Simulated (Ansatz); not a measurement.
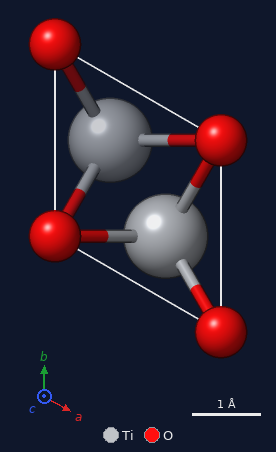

Crystalline TiO (set up in P6_3/mmc), before the relaxation. A ball-and-stick model of the cell of the calculation, seen along the c axis.

Computed with DFT r2SCAN, scalar-relativistic, plane waves, PAW (Ansatz).

Input
```yaml
crystal:
  lattice:
    - [2.8516080131, 0.0, 0.0]
    - [-1.4258040066, 2.469564981, 0.0]
    - [0.0, 0.0, 5.567503]
  atoms:
    - { symbol: Ti, position: [0.33333333, 0.66666667, 0.25] }
    - { symbol: Ti, position: [0.66666667, 0.33333333, 0.75] }
    - { symbol: O, position: [0.0, 0.0, 0.0] }
    - { symbol: O, position: [0.0, 0.0, 0.5] }
basis:
  ecutwfc: 500
kpoints:
  mp_grid: { grid: [18, 18, 8] }
hamiltonian:
  xc: r2scan
scf:
  occupations: { method: gaussian, width: 0.1 }
output:
  forces: true
  stress: true
  eigenvalues: true
relax:
  adjacent_minimum: "off"
  f_tol: 0.005
  max_steps: 80
  cell: { stress_tol: 0.05 }
```

Launched with:
```bash
ansatz run input.yaml --threads 2 --pin off --max-ram 5120MiB --backend cpu --events-out ev --progress --plain --runs-dir out
```

Q: Predict the outcome.

A: After 3 accepted moves (4 points after the start) the energy has fallen by 3.8 meV per atom. All forces vanish by symmetry, so only the cell relaxes. Pressure: −5.33 GPa at the start and 0.00 GPa at the end. At 1 point the geometry stayed and the basis and grid were re-selected for the new cell (energy shift of 0.2 meV per atom at most each time). No atom moves by more than 0.005 Å relative to the cell. The volume changes by −2.2 %, with a = b 2.852 → 2.826 Å (−0.9 %), c 5.568 → 5.541 Å (−0.5 %). Some distances before and after: Ti1–Ti1 2.852 → 2.826 Å, Ti1–O3 2.156 → 2.140 Å. The space group stays P6_3/mmc (No. 194).

After the run, drawn alike:

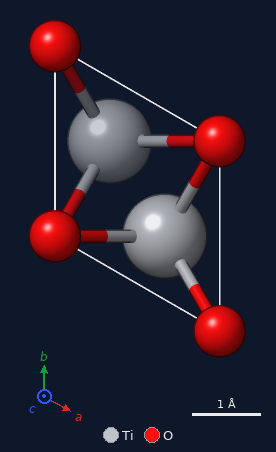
